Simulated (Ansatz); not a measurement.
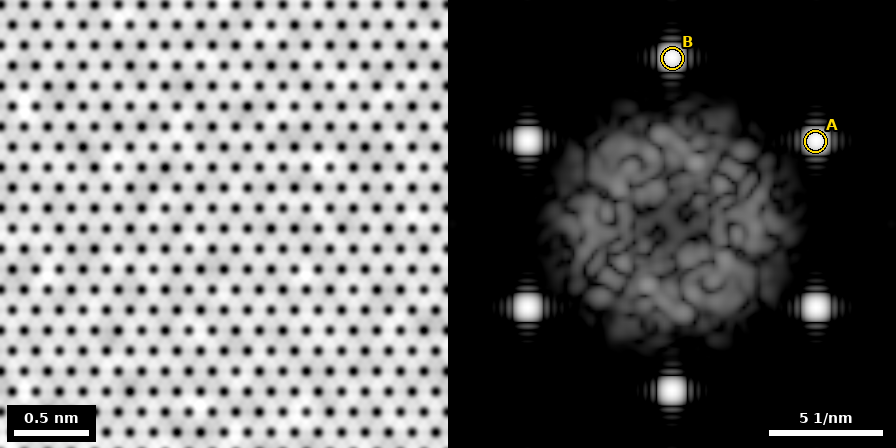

HRTEM-like image of Os (Fm-3m, No. 225) along [111]. Simulated in the weak-phase-object approximation with neutral-atom potentials: 300 kV, Cs = 10 µm, defocus −53 Å (negative is underfocus), defocus spread 8 Å, aperture 1.62 1/Å. The speckle of an amorphous layer was added. Structure: the end point of a relaxation with DFT, PBE, plane waves (420 eV) with PAW, scalar-relativistic (Ansatz 0.2.0); the starting structure was generated, so it need not be a known form of this composition.

The right panel is the modulus of the image's Fourier transform on a logarithmic scale.

a = 3.857 Å, b = 3.857 Å, c = 3.857 Å, α = 90.00°, β = 90.00°, γ = 90.00°

### Index the marked spots and give their plane spacings (the zone axis points at the viewer; indices equivalent by symmetry, or all signs reversed, are as good).

A: (-2 0 2), d = 1.36 Å; B: (0 -2 2), d = 1.36 Å. A and B enclose 60°, and every spot obeys the zone law hu + kv + lw = 0 for [111].
